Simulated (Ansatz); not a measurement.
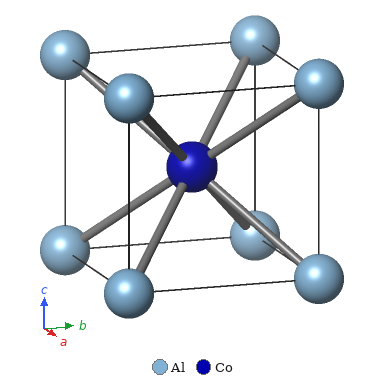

System: AlCo, space group Pm-3m (No. 221). The picture shows the conventional cell.

Starting cell:
```xyz
2
Lattice="2.8226 0.0000 0.0000 0.0000 2.8226 0.0000 0.0000 0.0000 2.8226" Properties=species:S:1:pos:R:3 pbc="T T T"
Al    0.0000    0.0000    0.0000
Co    1.4113    1.4113    1.4113
```

One of the inputs:
```
crystal:
  lattice:
    - [2.7993653114, 0.0, 0.0]
    - [0.0, 2.7993653114, 0.0]
    - [0.0, 0.0, 2.7993653114]
  atoms:
    - { symbol: Al, position: [0.0, 0.0, 0.0] }
    - { symbol: Co, position: [0.5, 0.5, 0.5] }
basis:
  ecutwfc: 420
kpoints:
  mp_grid: { grid: [14, 14, 14] }
hamiltonian:
  xc: pbesol
scf:
  occupations: { method: gaussian, width: 0.1 }
output:
  forces: true
  stress: true
  eigenvalues: true
relax:
  adjacent_minimum: "off"
  f_tol: 0.008
  max_steps: 50
  cell: { stress_tol: 0.08, p_target: 5.0 }
```

Run as:
```bash
ansatz run input.yaml --threads 1 --pin off --max-ram 2560MiB --backend cpu --events-out ev --progress --plain --runs-dir out
```

How it was computed, with Ansatz 0.2.0: volume, enthalpy and cell of a crystal along a series of hydrostatic pressures at zero temperature, keeping its symmetry; changes are against the given cell; the k mesh follows the cell and the gap; plane waves with PAW datasets, Γ-centred k mesh. Level: PBEsol, no spin polarisation.

wave cutoff 420 eV; occupations Gaussian; k mesh at zero pressure 14×14×14; smearing width at zero pressure 0.1 eV.

The change of b equals the change of a; the change of c equals the change of a.

What does the calculation give for the volume change and change of a against applied pressure? The applied pressure takes the values −2, 0, 2, 5, 10, 20, 40 GPa.

The volume change falls from 1.07 % at applied pressure −2 GPa to −13.95 % at 40 GPa. The change of a falls from 0.35 % at applied pressure −2 GPa to −4.88 % at 40 GPa. The solid is metallic at every point.

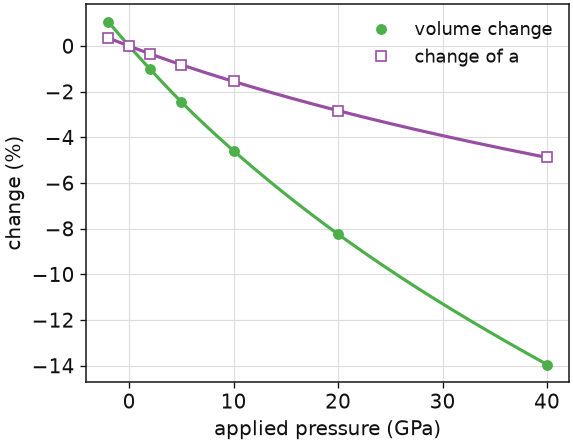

Limits of the calculation: no spin polarisation, a magnetic state may lie lower.
